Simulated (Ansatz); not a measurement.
# Cu/BN/Zn: predicting the conductance of a thicker barrier

**Method.** Ansatz 0.2.0, plane waves with PAW datasets, PBE. Interfaces are relaxed in a short slab (with D3(BJ) where the barrier is layered), set between ideal electrode layers that go on as semi-infinite leads, and the zero-bias conductance G at 300 K comes from T(E) on a typed mesh. The error is the largest of the program's estimates from energy step, mesh, the leads' potential steps and neutrality; its separate bound for narrow resonances between the energies solved isn't counted and can be far larger. The lower electrode is Cu (fcc 111), the upper Zn (hcp 0001) and the barrier BN (zinc blende 111), on a net of side 2.567 Å; d is the distance between the electrodes' last planes.

What is known so far:

```
planes in the barrier  d (Å)  G (S/m²)  error (%)  lead step (meV)
                    4   6.81   1.41e14         11               36
                    6   8.92   4.31e13         14               41
                    8  11.03   1.37e13         17               42
                   10  13.15   4.28e12         20               43
```

Q: A further run has 12 planes, d = 15.26 Å. Fit G ∝ exp(−βd) to the rows shown and predict its conductance.

**Worked fit.** Take y = ln G: 32.58, 31.40, 30.25 and 29.08. The means are d = 9.98 Å and y = 30.83; Σ(Δd Δy) = −12.30 and Σ(Δd)² = 22.32, so the slope is −0.551 Å⁻¹ (β = 0.551 Å⁻¹). At d = 15.26 Å, y = 30.83 − 0.551 × 5.28 = 27.92, or G = 1.33e12 S/m².

What the calculation gave: The run gave 1.35e12 S/m², with an error estimate of 25 % and a lead step of 43 meV. The prediction is 0.986 times that, a miss under 10 %.

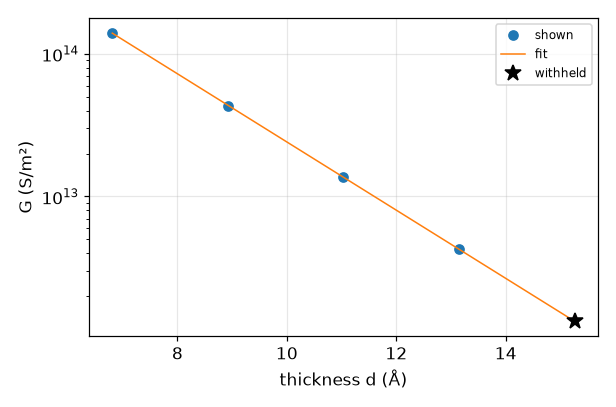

Fit and withheld run.

**Limits.** The interfaces are ideal, one cell wide, strained to a common net and relaxed from one registry with their symmetry kept. PBE's gaps are too small, so true decay constants are likely larger where the Fermi level lies deep in a gap. No spin-orbit coupling, phonons, disorder or image charges enter. The rows shown are chosen by tests on error estimates (under 100 to 120 %), lead steps (under 150 meV, though the program warns over 25), intact interfaces and, for fits, a steady trend in the rows shown; the data set holds 414 series of this kind, and not all pass.

[Logs are printed without paths, hosts, clocks, repeated set-up lines and the standing remarks that a program may print on its own settings, such as how far it seeks lower states.]
